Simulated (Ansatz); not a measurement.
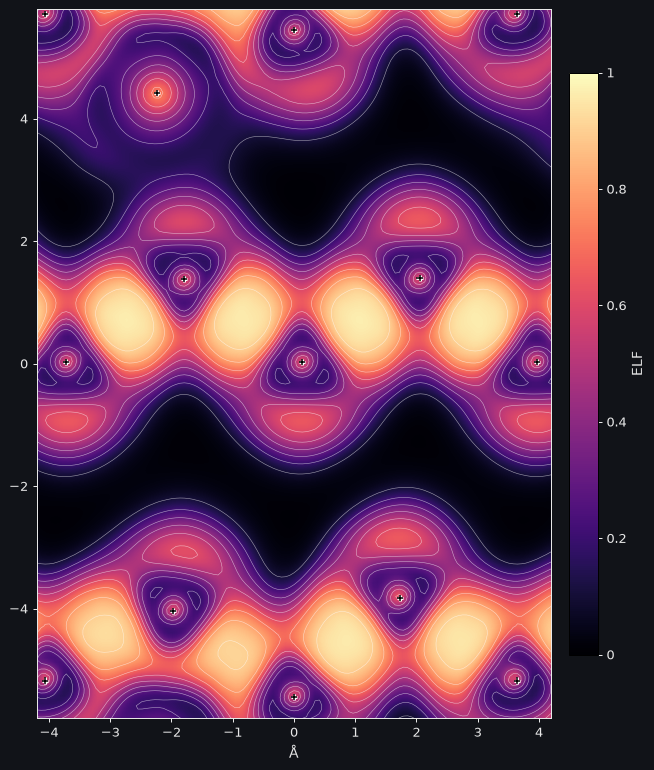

The ELF on a plane through atoms (crosses mark nuclei in the plane).

The calculation used DFT r2SCAN, scalar-relativistic, plane waves, PAW (Ansatz 0.2.0).

Candidates:
A. Si16Ni (cell with a defect), a = 7.70 Å, b = 7.70 Å, c = 7.70 Å, α = 60.00°, β = 60.00°, γ = 60.00°. The program warned that a starting moment wasn't kept; spin-polarised, but the moments vanished.
B. Si32C (cell charge +1, with a compensating background) (cell with a defect), a = 9.43 Å, b = 9.43 Å, c = 9.43 Å, α = 109.47°, β = 109.47°, γ = 109.47°. Spin-polarised.

> Which candidate gave the map?

Candidate A: Si16Ni on the (011̄) plane of the calculation cell, which holds Si and Ni. Si–Ni (2.24 Å): the ELF peaks at about 0.55 in the valence shell of Si, 0.9 Å from its nucleus, and is about 0.40 at the midpoint. Si–Si (2.33 Å): the ELF peaks at about 0.95 between the atoms.
